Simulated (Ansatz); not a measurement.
**A series of single points on FePt**

System: FePt (P4/mmm, 2 atoms in the cell).
Method: Kohn-Sham DFT of a periodic cell, PBE, spin-orbit coupling, Ansatz PAW (Ansatz 0.2.0).

The 6 runs differ only in the geometry, by an even scaling of the cell at fixed fractional positions. The structure derives from an entry of the Crystallography Open Database.

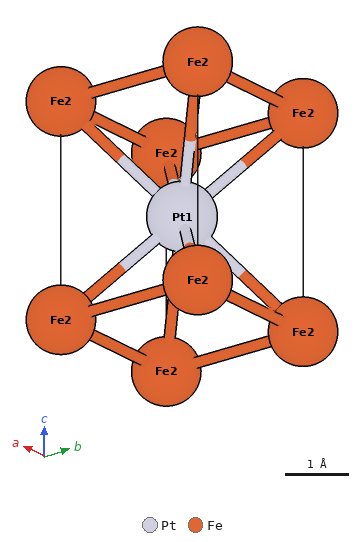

Figure 1. The structure of run 4 (ball-and-stick view of the cell of the calculation, seen at an oblique angle; atoms are numbered from 1 in the order of the input).

### Input of run 4
```yaml
crystal:
  lattice:
    - [2.7415369495, 0.0, 0.0]
    - [0.0, 2.7415369495, 0.0]
    - [0.0, 0.0, 3.7446364796]
  atoms:
    - { symbol: Pt, position: [0.5, 0.5, 0.5] }
    - { symbol: Fe, position: [0.0, 0.0, 0.0], spin: 3.0, spin_axis: [3.0, 0.0, 0.0] }
hamiltonian:
  xc: pbe
  pseudopotentials: { kind: paw_fr }
magnetization:
  noncollinear: true
  spin_orbit: true
kpoints:
  mp_grid: { grid: [10, 10, 7] }
scf:
  occupations: { method: fermi_dirac, width: 0.05 }
output:
  forces: true
  stress: true
  eigenvalues: true
```

Command:
```bash
ansatz run input.yaml --threads 2 --pin off --max-ram 5120MiB --backend cpu --events-out ev --progress --plain --runs-dir out
```

Lattice vectors (Å) and fractional positions of run 4:
```
   2.741537    0.000000    0.000000
   0.000000    2.741537    0.000000
   0.000000    0.000000    3.744636
Pt  0.500000  0.500000  0.500000
Fe  0.000000  0.000000  0.000000
```

Run 5 differs from it as follows:
```diff
-    - [2.7415369495, 0.0, 0.0]
-    - [0.0, 2.7415369495, 0.0]
-    - [0.0, 0.0, 3.7446364796]
+    - [2.7593396363, 0.0, 0.0]
+    - [0.0, 2.7593396363, 0.0]
+    - [0.0, 0.0, 3.7689529822]
```

### Results, with one run withheld

```csv
run,volume per atom (Å³),"free energy per atom, from the lowest run given (meV)",pressure (GPa)
1,12.969,54.27,18.66
2,13.245,27.36,12.71
3,13.521,10.10,7.46
4,14.072,0.00,−1.23
5,14.348,?,?
6,14.624,16.49,−8.07
```

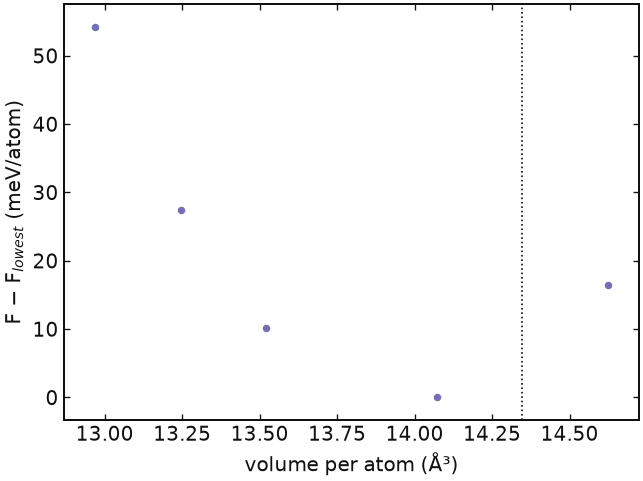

Figure 2. Free energy per atom of the runs given; the dotted line marks run 5.

Estimate the energy of run 5 from the others.

A cubic polynomial in V^(−2/3) (the Birch–Murnaghan form), fitted to the 5 runs given, misses them by at most 0.01 meV per atom. With x = V^(−2/3) − 0.17496 Å⁻², it reads F = 4.5269 + 3646.7 x + 6.9025e+05 x² + 2.5041e+06 x³ (meV per atom). At run 5 it gives 5.32 meV per atom, and the run itself gives 5.31. The slope of the fit gives a pressure −dF/dV of −4.86 GPa there, and the run prints −4.85 GPa. The fit has its minimum at 13.985 Å³ per atom, where V d²F/dV² gives 203 GPa. Cell shape and fractional positions are held, so this is the stiffness under even scaling; the relaxed bulk modulus wasn't computed.

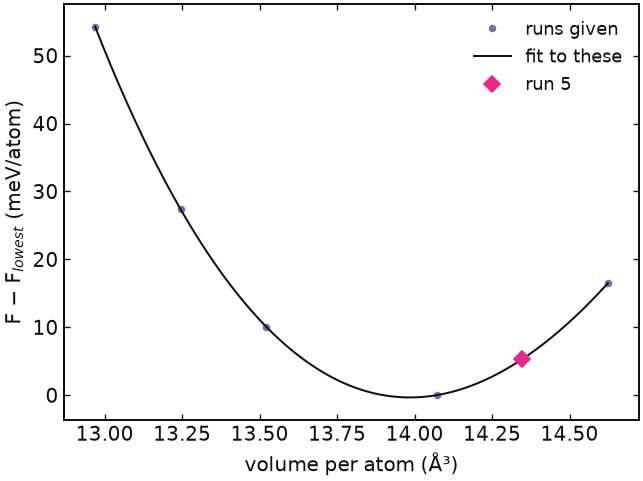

Figure 3. The fit and the withheld run.

### Output, shortened to warnings, some set-up lines, iterations and results (run 5)
```
Warning: output.stress: scf.convergence.dr2_threshold = 1e-7 eV (the SCF's general default) is looser than the 2e-10 eV advised for a printed stress (1e-10 eV for each atom of the cell: 2). What an SCF threshold leaves in a stress goes as its square root, and in the free energy as the threshold itself, and one threshold admits the most on a small cell: of the crystals measured, under no hybrid …
Basis set: ecut = 420 eV, 553 PW (Γ), exchange–correlation on 40×40×54 points (8 copies of the dense FFT grid, shifted against one another)
Symmetry: 4 space group operations + 4 with time reversal
k-points: 144 of 700 (time reversal used)
Initial density: superposition of atomic densities (chi_scale 0.1, normalization cell)
[...]
SCF iter   1: F=—  HF=-17040.908403 eV  |F-HF|=—  |Δ(HF+E_count)|=         —  Δρ=2.78e-1  dr2=3.51e1  dr2_m=1.95e0  ethr=3.10e-3  |M|=1.67e0 ∫|m|=1.77e0 μB  |m|>n=0.0e0 …
SCF iter   2: F=—  HF=-17039.639507 eV  |F-HF|=—  |Δ(HF+E_count)|=    1.27e0  Δρ=1.92e-1  dr2=7.97e0  dr2_m=2.78e-1  ethr=3.10e-3  |M|=3.18e0 ∫|m|=3.22e0 μB  |m|>n=0.0e0 …
SCF iter   3: F=—  HF=-17038.597132 eV  |F-HF|=—  |Δ(HF+E_count)|=    1.04e0  Δρ=4.94e-2  dr2=5.67e-1  dr2_m=7.50e-2  ethr=3.10e-3  |M|=3.29e0 ∫|m|=3.39e0 μB  |m|>n=0.0e0 …
SCF iter   4: F=—  HF=-17038.596793 eV  |F-HF|=—  |Δ(HF+E_count)|=   3.38e-4  Δρ=2.00e-2  dr2=6.55e-2  dr2_m=1.76e-3  ethr=1.67e-3  |M|=3.27e0 ∫|m|=3.41e0 μB  |m|>n=0.0e0 …
SCF iter   5: F=—  HF=-17038.681159 eV  |F-HF|=—  |Δ(HF+E_count)|=   8.44e-2  Δρ=6.45e-3  dr2=1.15e-2  dr2_m=1.86e-3  ethr=1.93e-4  |M|=3.25e0 ∫|m|=3.40e0 μB  |m|>n=0.0e0 …
[... 5 lines ...]
SCF iter  11: F=—  HF=-17038.757302 eV  |F-HF|=—  |Δ(HF+E_count)|=   1.10e-5  Δρ=3.10e-4  dr2=3.75e-6  dr2_m=6.39e-6  ethr=3.71e-7  |M|=3.33e0 ∫|m|=3.51e0 μB  |m|>n=0.0e0 …
SCF iter  12: F=—  HF=-17038.757299 eV  |F-HF|=—  |Δ(HF+E_count)|=   3.11e-6  Δρ=1.23e-4  dr2=2.07e-6  dr2_m=1.00e-6  ethr=1.10e-8  |M|=3.33e0 ∫|m|=3.51e0 μB  |m|>n=0.0e0 …
SCF iter  13: F=-17038.757300 eV  HF=-17038.757300 eV  |F-HF|=3.29e-9  |Δ(HF+E_count)|=   2.88e-7  Δρ=1.46e-5  dr2=2.15e-8  dr2_m=1.53e-8  ethr=2.94e-10  |M|=3.33e0 …
SCF iter  14: F=-17038.757300 eV  HF=-17038.757300 eV  |F-HF|=2.63e-9  |Δ(HF+E_count)|=   1.69e-8  Δρ=3.80e-6  dr2=3.76e-9  dr2_m=9.34e-10  ethr=6.33e-11  |M|=3.33e0 …
SCF 1 converged in 14 iterations: F = -17038.757300 eV  dr2 = 3.76e-9
SCF converged after 14 iterations
an eigenvalue changed by more than its tolerance at an iteration that met the thresholds in force, so the SCF went on 1 time: the last check found none over its tolerance
Magnetization: |M| = 3.3291 μB,  M = (+3.3291, +0.0000, +0.0000) μB
Absolute magnetization: 3.5097 μB (∫|m|, with the PAW one-centre terms)
  site 0: m = (+0.3869, -0.0000, +0.0000) μB, |m| = 0.3869 μB  (R = 1.12 Å)
  site 1: m = (+3.0091, -0.0000, -0.0000) μB, |m| = 3.0091 μB  (R = 1.12 Å)
Free energy (F): -17038.757300 eV
Harris-Foulkes:  -17038.757300 eV  (|F-HF|=2.63e-9)
Internal energy: -17038.745933 eV  (E = F + TS)
E sigma→0 (E₀):  -17038.751616 eV
Entropy (-TS):   -0.011367 eV (-5.683 meV/atom)
Fermi energy:    19.645522 eV
--- Per-component energies (eV) ---
  E_band       = -403.397134
  E_kinetic    = 981.570993
  E_local      = -3740.232459  (includes V_loc(G=0)·N_el)
  E_nonlocal   = 410.249678
  E_hartree    = 1491.444173
  E_xc         = -378.311881
  E_vxc        = -452.832920  (∫ρ·V_xc dr)
  E_paw        = -10848.497502  (= ΣΔE_a)
  E_vpaw       = -585.039671  (= ΣTr[D̂ρ^β])
  E_aug_tail   = 0.001054  (compensation charges beyond the density's cutoff)
  E_ewald      = -4954.969989
  E_smearing   = -0.011367  (= −TS)
  E_closure    = 0.000000  (closes the sum)
  Σ components = -17038.757300   (vs F -17038.757300, Δ=0.00e0)
--- Forces (eV/Å), atoms counted from 1 ---
  atom   1  Pt    -0.00000000     0.00000000    -0.00000000
  atom   2  Fe    -0.00000000     0.00000000     0.00000000
  max |Σ_I F_I| component: 2.26e-17 eV/Å
--- Stress (GPa, compression-positive) ---
       -5.113581      -0.000000      -0.000000
       -0.000000      -5.173190      -0.000000
       -0.000000      -0.000000      -4.268283
  P = ⅓ Tr σ = -4.8517 GPa (-48.517 kbar)
```

Warnings of the run: the SCF threshold is looser than advised for the printed stress.
